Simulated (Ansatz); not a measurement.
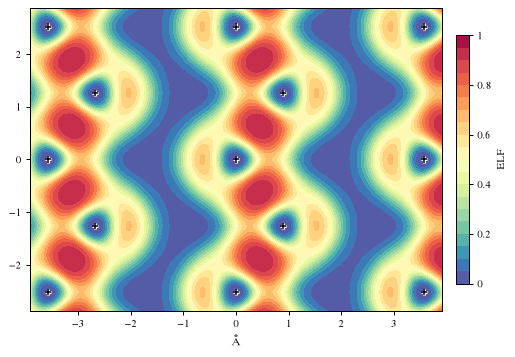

The ELF on a plane through atoms (crosses mark nuclei in the plane).

Level of theory: Ansatz 0.2.0, Kohn-Sham DFT of a periodic cell, PBE, all-electron PAW datasets made for the crystal.

Candidates:
A. C, a = 3.57 Å, b = 3.57 Å, c = 3.57 Å, α = 90.00°, β = 90.00°, γ = 90.00°. Space group Fd-3m.
B. GaN, a = 4.51 Å, b = 4.51 Å, c = 4.51 Å, α = 90.00°, β = 90.00°, γ = 90.00°. Space group F-43m; a structure from a database of computed crystals, not necessarily the ambient phase; computed pressure about 5 GPa in this cell.

Which candidate gave the map?

Candidate A: C on the (011) plane of the conventional cell, which holds C. C–C (1.54 Å): the ELF peaks at about 0.95 between the atoms, as expected for localised, covalent bonding.
